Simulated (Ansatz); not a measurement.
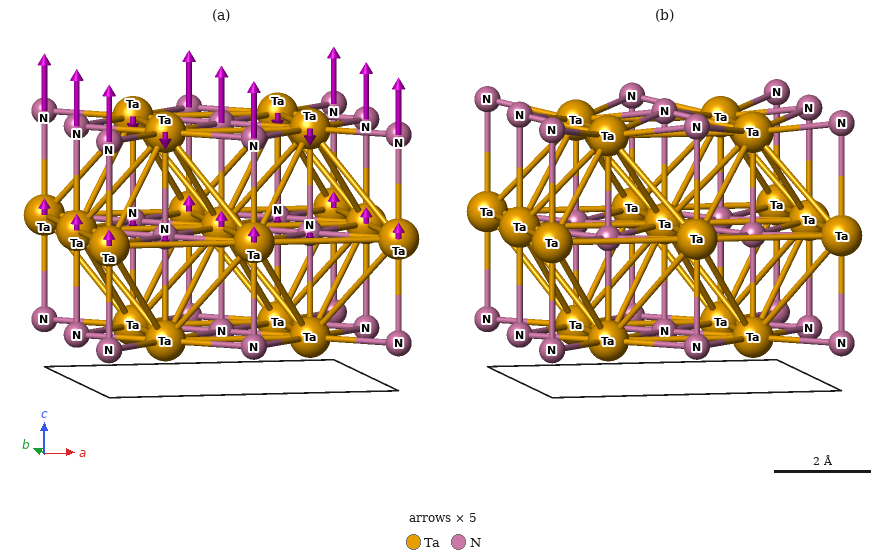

The structure of a slab of composition TaN (cut from the Fm-3m phase) before (left) and after (right) a constrained relaxation, at one scale. The purple arrows give the displacements, 5 times their true length.

Style: ball-and-stick. Shown: the cell of the calculation, outlined in the plane, without the vacuum (origin shifted), slightly off an axis.

Case: clean slab, lower planes held. The slab is the (1 0 0) face of TaN. 8 atoms are held fixed.

Level of theory: Ansatz 0.2.0, DFT PBE+D3(BJ), scalar-relativistic, plane waves, PAW. Settings: plane-wave cutoff 420 eV; k-point mesh 3 × 3 × 1; occupations gaussian; smearing width 0.1 eV; no spin polarisation; dipole correction; atoms relaxed in a fixed cell; force threshold 0.03 eV/Å; at most 70 steps.

### Describe what moved and what it gained.

The largest moves, 0.24 Å, are those of N atoms. By element the largest moves are N 0.24 Å, Ta 0.07 Å. The lattice vectors keep their values. Among the contacts that change: N–Ta 2.193 → 2.364 Å, Ta–Ta 3.101 → 3.002 Å, N–Ta 2.193 → 2.262 Å, Ta–Ta 3.101 → 3.150 Å. Bond angles that change, for instance: Ta–N–Ta 180.0° → 163.7°, Ta–N–Ta 90.0° → 81.8°, Ta–N–Ta 180.0° → 174.4°. Over 3 accepted moves (4 points after the start) the energy falls by 1.125 eV per cell of the calculation. Largest force component: 1.8 eV/Å at the start, 0.025 eV/Å at the end. 1 step only repeated the SCF at the same geometry. The run took 2.7 min on 4 threads of AMD EPYC (Zen 3), with other jobs on the host, peak memory 1.6 GiB.
